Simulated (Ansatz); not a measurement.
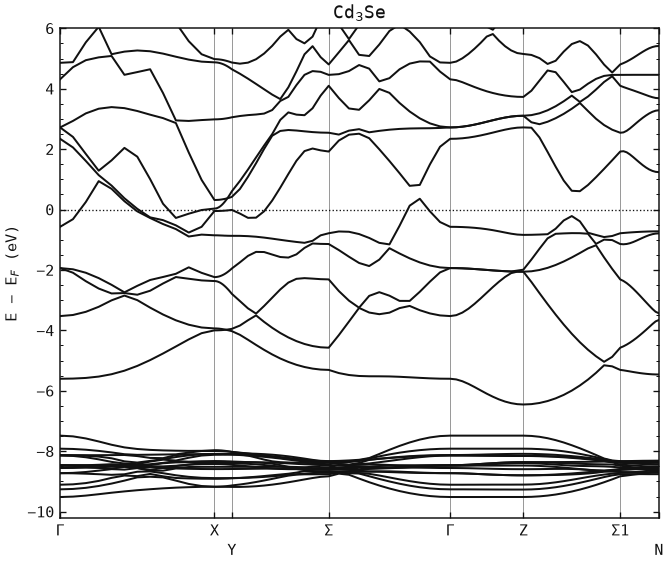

Band structure. Energies are counted from the Fermi level. The path runs straight from each named point to the next.

### What lattice type does the k path imply?

A body-centred tetragonal lattice: the path Γ–X–Y–Σ–Γ–Z–Σ1–N runs through the special points of its Brillouin zone.

The Ansatz input:

```yaml
crystal:
  lattice:
    - [-2.040953, 2.040953, 6.08708]
    - [2.040953, -2.040953, 6.08708]
    - [2.040953, 2.040953, -6.08708]
  atoms:
    - { symbol: Cd, position: [0.5, 0.5, 0.0] }
    - { symbol: Cd, position: [0.25, 0.75, 0.5] }
    - { symbol: Cd, position: [0.75, 0.25, 0.5] }
    - { symbol: Se, position: [0.0, 0.0, 0.0] }
kpoints:
  mp_grid: { grid: [9, 9, 9] }
  band_path:
    path:
      - [0.0, 0.0, 0.0]
      - [-0.5, 0.5, 0.0]
      - [-0.5, 0.5, -0.0562105704]
      - [-0.2781052852, 0.2781052852, -0.2781052852]
      - [0.0, 0.0, 0.0]
      - [0.5, 0.5, -0.5]
      - [0.2781052852, 0.7218947148, -0.7218947148]
      - [0.0, 0.5, -0.5]
    npoints: 12
scf:
  occupations: { method: fermi_dirac, width: 0.05 }
hamiltonian:
  xc: pbe
  pseudopotentials: { kind: all_electron, lapw: { basis_error: 0.002 } }
output:
  forces: true
  stress: true
  eigenvalues: true
```

System: Cd3Se, space group I4/mmm (No. 139), 4 atoms in the primitive cell.

Method: PBE, all-electron LAPW, no spin polarisation, no spin-orbit coupling, 9×9×9 k mesh, Fermi-Dirac smearing of 0.05 eV (Ansatz).

### Metal, semiconductor or insulator?

A metal: bands cross the Fermi level along this path.

### Which levels at Σ1 lie nearest to the Fermi level?

At Σ1 the nearest levels lie 0.78 eV below and 1.92 eV above the Fermi level.

Spin-orbit coupling is left out, which matters for Se. The cell comes from a database of computed structures, and whether it is the stable form of this composition wasn't checked. Bands are joined in order of energy, so crossings between the computed points show as kinks or gaps. In reduced coordinates of the cell that was run, X is (−0.5, 0.5, 0), Y is (−0.5, 0.5, −0.056), Σ is (−0.278, 0.278, −0.278), Z is (0.5, 0.5, −0.5), Σ1 is (0.278, 0.722, −0.722) and N is (0, 0.5, −0.5).
